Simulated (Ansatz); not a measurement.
Ga3Sb: geometry relaxation (part 1 of 3)

System: Ga3Sb (I4/mmm, 4 atoms in the cell).
Method: DFT PBE+D3(BJ), scalar-relativistic, plane waves, PAW, no spin polarisation (Ansatz 0.2.0).

The structure derives from a Materials Project entry. Figures and captions count atoms from 1; the log counts them from 0 in places.

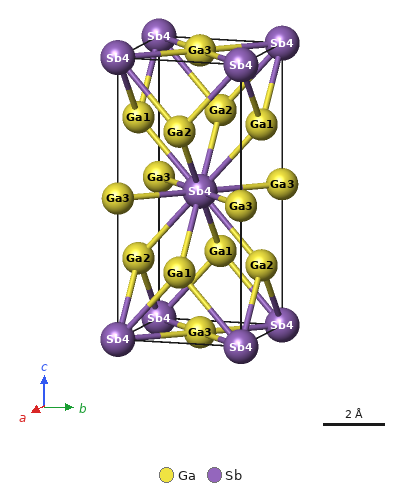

*The starting structure (ball-and-stick view of the cell 2 times as large as that of the calculation, set on its symmetry axes, seen slightly off an axis; atoms are numbered from 1 in the order of the input). An atom can appear more than once, as a periodic image.*

**Key numbers**

- outcome: converged
- space group (tolerance 0.01 Å): I4/mmm (139)
- electrons treated: 54
- free energy: −17834.6595 eV
- Fermi energy: 10.442 eV
- gap on the k-point mesh: none (metallic)
- pressure: −0.01 GPa
- final volume: 83.47 Å³
- largest force (length of the vector) at the end: under 0.001 eV/Å
- final cell: a = 5.215 Å, b = 5.215 Å, c = 5.215 Å, α = 128.96°, β = 128.96°, γ = 75.07°
- hardware: 2 threads of Intel Xeon @ 2.50GHz (Skylake/Cascade Lake), 189 GiB of memory available, shared host
- wall time: 9.9 min (CPU time 19 min)
- peak memory: 0.83 GiB

**Input file**
```yaml
crystal:
  lattice:
    - [-2.158799, 2.158799, 4.760484]
    - [2.158799, -2.158799, 4.760484]
    - [2.158799, 2.158799, -4.760484]
  atoms:
    - { symbol: Ga, position: [0.75, 0.25, 0.5] }
    - { symbol: Ga, position: [0.25, 0.75, 0.5] }
    - { symbol: Ga, position: [0.5, 0.5, 0.0] }
    - { symbol: Sb, position: [0.0, 0.0, 0.0] }
basis:
  ecutwfc: 420
kpoints:
  mp_grid: { grid: [14, 14, 14] }
hamiltonian:
  xc: pbe
  dispersion: d3bj
scf:
  occupations: { method: gaussian, width: 0.1 }
output:
  forces: true
  stress: true
  eigenvalues: true
relax:
  adjacent_minimum: "off"
  f_tol: 0.005
  max_steps: 80
  cell: { stress_tol: 0.05 }
```

Launch command:
```bash
ansatz run input.yaml --threads 2 --pin off --max-ram 5120MiB --backend cpu --events-out ev --progress --plain --runs-dir out
```

**Output**
```
Engine: ansatz 0.2.0, x86_64-unknown-linux-gnu
Pseudopotentials: kind: paw
Pseudopotential: Ga, paw, valence charge 13, recommended cutoff 420 eV (normal), Ga.paw.azcp
Pseudopotential: Sb, paw, valence charge 15, recommended cutoff 420 eV (normal), Sb.paw.azcp
Functional definition: PBE
  parameter kappa = 0.804
  parameter beta = 0.06672455060314922
  exchange = pbe_x(kappa = kappa, mu = beta*pi^2/3)
  correlation = pbe_c(beta = beta)
Crystal: 4 atoms, lattice volume = 88.743 Å³
Basis set: ecut = 420 eV, 1743 PW (Γ), exchange–correlation on 80×80×80 points (8 copies of the dense FFT grid, shifted against one another)
Bands: 33, of which v1, the nominal top of the filled ones, is band 27 counted from 1 (26 counted from 0)
Symmetry: 16 space group operations
Space group: I4/mmm (ITA 139), of the structure as read, at distance tolerance 4.5e-5 Å
k-points: 244 of 2744
Non-local potential: Ga, projectors of the file, l = 0: 2, l = 1: 2, l = 2: 3, l = 3: 1
Non-local potential: Sb, projectors of the file, l = 0: 2, l = 1: 2, l = 2: 2, l = 3: 2
PAW form: soft (Blöchl's): semilocal exchange-correlation on the pseudo side does not see the compensation charge
PAW one-centre angular grid: Ga, 590 points (default); XC on 64 Gauss nodes
PAW one-centre angular grid: Sb, 590 points (default); XC on 64 Gauss nodes
Initial density: superposition of atomic densities (neutral atoms: chi_scale 0, normalization atom), corrected by the library's trained network
Initial wavefunctions: pseudopotential atomic-orbital guess
Functional: x = pbe(κ = 0.804, μ = 0.2195149727645171), c = pbe(β = 0.06672455060314922)
SCF iter   1: F=—  HF=-17834.585044 eV  |F-HF|=—  |Δ(HF+E_count)|=         —  Δρ=1.27e-3  dr2=9.30e-4  ethr=1.77e-3  ⟨swp⟩=6.6  Hψ=32710  notcnv=0  defer=12
preconditioner: auto → Kerker (q_TF=auto, 2.512 Å⁻¹)  [metal: Δε(μ)=0.011 eV  Ē_g=14.492 eV  σ=0.100 eV  W_gap=0.06  n_scr=30 (ndim 8)  ℏωp=26.1 eV  f_vac=0.000  D(μ)=1.88/eV (n_scr^D=10)]
SCF iter   2: F=—  HF=-17834.583133 eV  |F-HF|=—  |Δ(HF+E_count)|=   1.91e-3  Δρ=7.32e-4  dr2=4.13e-4  ethr=1.72e-6  ⟨swp⟩=2.0  Hψ=16477  notcnv=0  defer=16
SCF iter   3: F=—  HF=-17834.583147 eV  |F-HF|=—  |Δ(HF+E_count)|=   1.46e-5  Δρ=3.39e-4  dr2=6.97e-5  ethr=7.64e-7  ⟨swp⟩=2.1  Hψ=14271  notcnv=0  defer=16
SCF iter   4: F=—  HF=-17834.583129 eV  |F-HF|=—  |Δ(HF+E_count)|=   1.88e-5  Δρ=1.46e-4  dr2=1.16e-5  ethr=1.29e-7  ⟨swp⟩=2.0  Hψ=11923  notcnv=0  defer=16
SCF iter   5: F=—  HF=-17834.583124 eV  |F-HF|=—  |Δ(HF+E_count)|=   4.35e-6  Δρ=8.10e-5  dr2=2.87e-6  ethr=2.15e-8  ⟨swp⟩=2.0  Hψ=14232  notcnv=0  defer=16
SCF iter   6: F=—  HF=-17834.583123 eV  |F-HF|=—  |Δ(HF+E_count)|=   9.46e-7  Δρ=1.05e-5  dr2=1.02e-7  ethr=5.32e-9  ⟨swp⟩=2.0  Hψ=14341  notcnv=0  defer=16
SCF iter   7: F=-17834.583123 eV  HF=-17834.583123 eV  |F-HF|=2.80e-9  |Δ(HF+E_count)|=   2.68e-9  Δρ=3.14e-6  dr2=9.26e-9  ethr=1.85e-10  ⟨swp⟩=7.1  Hψ=32333  notcnv=0
SCF 1 converged in 7 iterations: F = -17834.583123 eV  dr2 = 9.26e-9
  greatest PAW one-centre occupation: 0.996 electrons in one spin orbital (limit 2), on the Sb atom at site 3 (counted from 0), in its partial waves of l = 2
relax step   1: F+E_penalty+E_count = -17834.58312322 eV  Δ(F+E_penalty+E_count) = +0.000e0 eV  max|allowed force component| = 1.041e-17 eV/Å  Δτ_max = 0.0000 Å  P = -2.948 GPa  Ω = 88.743 Å³  (7 SCF iters, dr2 threshold 1.00e-7 eV, accepted)
Crystal: 4 atoms, lattice volume = 82.569 Å³
Basis set: ecut = 420 eV, 1571 PW (Γ), exchange–correlation on 80×80×80 points (8 copies of the dense FFT grid, shifted against one another)
Initial density: handed on by an earlier stage of this run
Initial wavefunctions: those handed on with the density
iter 1 solved again at ethr=1.23e-5 eV; its pass at ethr=3.10e-3 eV (dr2=6.64e-3 eV) is discarded
SCF iter   1: F=—  HF=-17834.642434 eV  |F-HF|=—  |Δ(HF+E_count)|=         —  Δρ=1.90e-3  dr2=7.22e-3  ethr=1.23e-5  ⟨swp⟩=2.3  Hψ=46654  notcnv=0
preconditioner: auto → Kerker (q_TF=auto, 2.542 Å⁻¹)  [metal: Δε(μ)=0.014 eV  Ē_g=17.954 eV  σ=0.100 eV  W_gap=0.08  n_scr=30 (ndim 8)  ℏωp=30.0 eV  f_vac=0.000  D(μ)=1.73/eV (n_scr^D=10)]
SCF iter   2: F=—  HF=-17834.641116 eV  |F-HF|=—  |Δ(HF+E_count)|=   1.32e-3  Δρ=1.26e-3  dr2=3.12e-3  ethr=1.23e-5  ⟨swp⟩=1.0  Hψ=8052  notcnv=0
SCF iter   3: F=—  HF=-17834.640364 eV  |F-HF|=—  |Δ(HF+E_count)|=   7.53e-4  Δρ=2.70e-4  dr2=5.62e-5  ethr=5.78e-6  ⟨swp⟩=2.0  Hψ=9601  notcnv=0
SCF iter   4: F=—  HF=-17834.640307 eV  |F-HF|=—  |Δ(HF+E_count)|=   5.67e-5  Δρ=1.43e-4  dr2=1.51e-5  ethr=1.04e-7  ⟨swp⟩=2.0  Hψ=13817  notcnv=0
SCF iter   5: F=—  HF=-17834.640305 eV  |F-HF|=—  |Δ(HF+E_count)|=   2.18e-6  Δρ=4.61e-5  dr2=3.12e-6  ethr=2.80e-8  ⟨swp⟩=2.1  Hψ=13635  notcnv=0
SCF iter   6: F=-17834.640305 eV  HF=-17834.640305 eV  |F-HF|=9.96e-8  |Δ(HF+E_count)|=   2.06e-7  Δρ=1.24e-5  dr2=2.09e-7  ethr=7.41e-10  ⟨swp⟩=3.7  Hψ=34039  notcnv=0
SCF 2 converged in 6 iterations: F = -17834.640305 eV  dr2 = 2.09e-7
relax step   2: F+E_penalty+E_count = -17834.64030451 eV  Δ(F+E_penalty+E_count) = -5.718e-2 eV  max|allowed force component| = 5.204e-18 eV/Å  Δτ_max = 0.0000 Å  P = +0.380 GPa  Ω = 82.569 Å³  energy of the carried Pulay correction = +1.526e-3 eV  (6 SCF iters, dr2 threshold 4.00e-7 eV, accepted)
Crystal: 4 atoms, lattice volume = 83.167 Å³
Basis set: ecut = 420 eV, 1599 PW (Γ), exchange–correlation on 80×80×80 points (8 copies of the dense FFT grid, shifted against one another)
iter 1 solved again at ethr=2.44e-7 eV; its pass at ethr=3.10e-3 eV (dr2=1.32e-4 eV) is discarded
SCF iter   1: F=—  HF=-17834.641689 eV  |F-HF|=—  |Δ(HF+E_count)|=         —  Δρ=2.81e-4  dr2=1.18e-4  ethr=2.44e-7  ⟨swp⟩=3.3  Hψ=44740  notcnv=0
preconditioner: auto → Kerker (q_TF=auto, 2.539 Å⁻¹)  [metal: Δε(μ)=0.010 eV  Ē_g=17.961 eV  σ=0.100 eV  W_gap=0.05  n_scr=30 (ndim 8)  ℏωp=29.9 eV  f_vac=0.000  D(μ)=1.70/eV (n_scr^D=10)]
SCF iter   2: F=—  HF=-17834.641671 eV  |F-HF|=—  |Δ(HF+E_count)|=   1.78e-5  Δρ=1.85e-4  dr2=4.84e-5  ethr=2.18e-7  ⟨swp⟩=1.0  Hψ=8053  notcnv=0
SCF iter   3: F=—  HF=-17834.641664 eV  |F-HF|=—  |Δ(HF+E_count)|=   7.27e-6  Δρ=6.19e-5  dr2=2.83e-6  ethr=8.96e-8  ⟨swp⟩=2.0  Hψ=12924  notcnv=0
SCF iter   4: F=-17834.641661 eV  HF=-17834.641661 eV  |F-HF|=7.64e-8  |Δ(HF+E_count)|=   2.95e-6  Δρ=1.81e-5  dr2=2.97e-7  ethr=7.41e-10  ⟨swp⟩=3.2  Hψ=36194  notcnv=0
SCF 3 converged in 4 iterations: F = -17834.641661 eV  dr2 = 2.97e-7
relax step   3: F+E_penalty+E_count = -17834.64166090 eV  Δ(F+E_penalty+E_count) = -1.356e-3 eV  max|allowed force component| = 1.388e-17 eV/Å  Δτ_max = 0.0000 Å  P = -0.005 GPa  Ω = 83.167 Å³  energy of the carried Pulay correction = +1.372e-3 eV  (4 SCF iters, dr2 threshold 4.00e-7 eV, accepted)
Crystal: 4 atoms, lattice volume = 83.462 Å³
iter 1 solved again at ethr=2.61e-7 eV; its pass at ethr=3.10e-3 eV (dr2=1.41e-4 eV) is discarded
SCF iter   1: F=—  HF=-17834.642987 eV  |F-HF|=—  |Δ(HF+E_count)|=         —  Δρ=3.86e-4  dr2=1.36e-4  ethr=2.61e-7  ⟨swp⟩=2.1  Hψ=47399  notcnv=0
preconditioner: auto → Kerker (q_TF=auto, 2.537 Å⁻¹)  [metal: Δε(μ)=0.009 eV  Ē_g=17.946 eV  σ=0.100 eV  W_gap=0.05  n_scr=30 (ndim 8)  ℏωp=29.9 eV  f_vac=0.000  D(μ)=1.66/eV (n_scr^D=10)]
SCF iter   2: F=—  HF=-17834.642979 eV  |F-HF|=—  |Δ(HF+E_count)|=   7.87e-6  Δρ=2.59e-4  dr2=6.15e-5  ethr=2.52e-7  ⟨swp⟩=1.0  Hψ=8052  notcnv=0
SCF iter   3: F=—  HF=-17834.642978 eV  |F-HF|=—  |Δ(HF+E_count)|=   1.13e-6  Δρ=6.84e-5  dr2=3.02e-6  ethr=1.14e-7  ⟨swp⟩=2.0  Hψ=12819  notcnv=0
SCF iter   4: F=—  HF=-17834.642975 eV  |F-HF|=—  |Δ(HF+E_count)|=   2.78e-6  Δρ=2.31e-5  dr2=4.65e-7  ethr=5.59e-9  ⟨swp⟩=2.0  Hψ=13417  notcnv=0
SCF iter   5: F=-17834.642975 eV  HF=-17834.642975 eV  |F-HF|=2.07e-8  |Δ(HF+E_count)|=   7.16e-8  Δρ=5.30e-6  dr2=4.00e-8  ethr=4.27e-10  ⟨swp⟩=5.8  Hψ=33456  notcnv=0
SCF 4 converged in 5 iterations: F = -17834.642975 eV  dr2 = 4.00e-8
relax step   4: F+E_penalty+E_count = -17834.64297533 eV  Δ(F+E_penalty+E_count) = -1.314e-3 eV  max|allowed force component| = 6.939e-18 eV/Å  Δτ_max = 0.0000 Å  P = -0.183 GPa  Ω = 83.462 Å³  energy of the carried Pulay correction = +1.296e-3 eV  (5 SCF iters, dr2 threshold 2.31e-7 eV, accepted)
Crystal: 4 atoms, lattice volume = 83.192 Å³
Basis set: ecut = 420 eV, 1623 PW (Γ), exchange–correlation on 80×80×80 points (8 copies of the dense FFT grid, shifted against one another)
iter 1 solved again at ethr=1.31e-7 eV; its pass at ethr=3.10e-3 eV (dr2=7.08e-5 eV) is discarded
SCF iter   1: F=—  HF=-17834.643722 eV  |F-HF|=—  |Δ(HF+E_count)|=         —  Δρ=3.11e-4  dr2=6.86e-5  ethr=1.31e-7  ⟨swp⟩=2.4  Hψ=48280  notcnv=0
preconditioner: auto → Kerker (q_TF=auto, 2.539 Å⁻¹)  [metal: Δε(μ)=0.013 eV  Ē_g=17.952 eV  σ=0.100 eV  W_gap=0.07  n_scr=22 (ndim 8)  ℏωp=29.9 eV  f_vac=0.000  D(μ)=1.77/eV (n_scr^D=10)]
SCF iter   2: F=—  HF=-17834.643722 eV  |F-HF|=—  |Δ(HF+E_count)|=   4.38e-7  Δρ=2.10e-4  dr2=3.19e-5  ethr=1.27e-7  ⟨swp⟩=1.0  Hψ=8052  notcnv=0
SCF iter   3: F=—  HF=-17834.643723 eV  |F-HF|=—  |Δ(HF+E_count)|=   1.68e-6  Δρ=5.41e-5  dr2=1.67e-6  ethr=5.91e-8  ⟨swp⟩=2.1  Hψ=12579  notcnv=0
SCF iter   4: F=-17834.643722 eV  HF=-17834.643722 eV  |F-HF|=1.89e-8  |Δ(HF+E_count)|=   1.59e-6  Δρ=1.75e-5  dr2=1.45e-7  ethr=5.53e-10  ⟨swp⟩=7.7  Hψ=42563  notcnv=0
SCF 5 converged in 4 iterations: F = -17834.643722 eV  dr2 = 1.45e-7
relax step   5: F+E_penalty+E_count = -17834.64372163 eV  Δ(F+E_penalty+E_count) = -7.463e-4 eV  max|allowed force component| = 8.674e-18 eV/Å  Δτ_max = 0.0000 Å  P = +0.009 GPa  Ω = 83.192 Å³  energy of the carried Pulay correction = +1.363e-3 eV  (4 SCF iters, dr2 threshold 2.99e-7 eV, accepted)
Crystal: 4 atoms, lattice volume = 83.203 Å³
Basis set: ecut = 420 eV, 1615 PW (Γ), exchange–correlation on 80×80×80 points (8 copies of the dense FFT grid, shifted against one another)
iter 1 solved again at ethr=1.40e-8 eV; its pass at ethr=3.10e-3 eV (dr2=7.58e-6 eV) is discarded
SCF iter   1: F=—  HF=-17834.643768 eV  |F-HF|=—  |Δ(HF+E_count)|=         —  Δρ=8.78e-5  dr2=6.86e-6  ethr=1.40e-8  ⟨swp⟩=3.0  Hψ=46594  notcnv=0
preconditioner: auto → Kerker (q_TF=auto, 2.539 Å⁻¹)  [metal: Δε(μ)=0.003 eV  Ē_g=17.951 eV  σ=0.100 eV  W_gap=0.02  n_scr=22 (ndim 8)  ℏωp=29.9 eV  f_vac=0.000  D(μ)=1.81/eV (n_scr^D=10)]
SCF iter   2: F=—  HF=-17834.643770 eV  |F-HF|=—  |Δ(HF+E_count)|=   1.52e-6  Δρ=5.98e-5  dr2=3.13e-6  ethr=1.27e-8  ⟨swp⟩=1.0  Hψ=8052  notcnv=0
SCF iter   3: F=—  HF=-17834.643769 eV  |F-HF|=—  |Δ(HF+E_count)|=   1.19e-6  Δρ=1.48e-5  dr2=1.21e-7  ethr=5.80e-9  ⟨swp⟩=2.0  Hψ=12605  notcnv=0
SCF iter   4: F=—  HF=-17834.643768 eV  |F-HF|=—  |Δ(HF+E_count)|=   1.33e-7  Δρ=4.76e-6  dr2=1.91e-8  ethr=2.25e-10  ⟨swp⟩=2.0  Hψ=13439  notcnv=0
SCF iter   5: F=—  HF=-17834.643768 eV  |F-HF|=—  |Δ(HF+E_count)|=   1.75e-9  Δρ=1.18e-6  dr2=1.74e-9  ethr=3.54e-11  ⟨swp⟩=2.0  Hψ=8786  notcnv=0
SCF iter   6: F=—  HF=-17834.643768 eV  |F-HF|=—  |Δ(HF+E_count)|=  1.09e-10  Δρ=3.63e-7  dr2=1.55e-10  ethr=3.22e-12  ⟨swp⟩=2.0  Hψ=13004  notcnv=0
SCF iter   7: F=—  HF=-17834.643768 eV  |F-HF|=—  |Δ(HF+E_count)|=  2.18e-11  Δρ=2.45e-7  dr2=3.78e-11  ethr=1.00e-12  ⟨swp⟩=5.2  Hψ=34252  notcnv=0
SCF iter   8: F=-17834.643768 eV  HF=-17834.643768 eV  |F-HF|=1.46e-11  |Δ(HF+E_count)|=  3.27e-11  Δρ=7.34e-8  dr2=7.21e-12  ethr=1.00e-12  ⟨swp⟩=5.0  Hψ=30361  notcnv=0
SCF 6 converged in 8 iterations: F = -17834.643768 eV  dr2 = 7.21e-12
relax step   6: F+E_penalty+E_count = -17834.64376846 eV  Δ(F+E_penalty+E_count) = -4.683e-5 eV  max|allowed force component| = 1.388e-17 eV/Å  Δτ_max = 0.0000 Å  P = +0.010 GPa  Ω = 83.203 Å³  energy of the carried Pulay correction = +1.360e-3 eV  (8 SCF iters, accepted)
Crystal: 4 atoms, lattice volume = 83.256 Å³
iter 1 solved again at ethr=1.49e-7 eV; its pass at ethr=3.10e-3 eV (dr2=8.07e-5 eV) is discarded
```
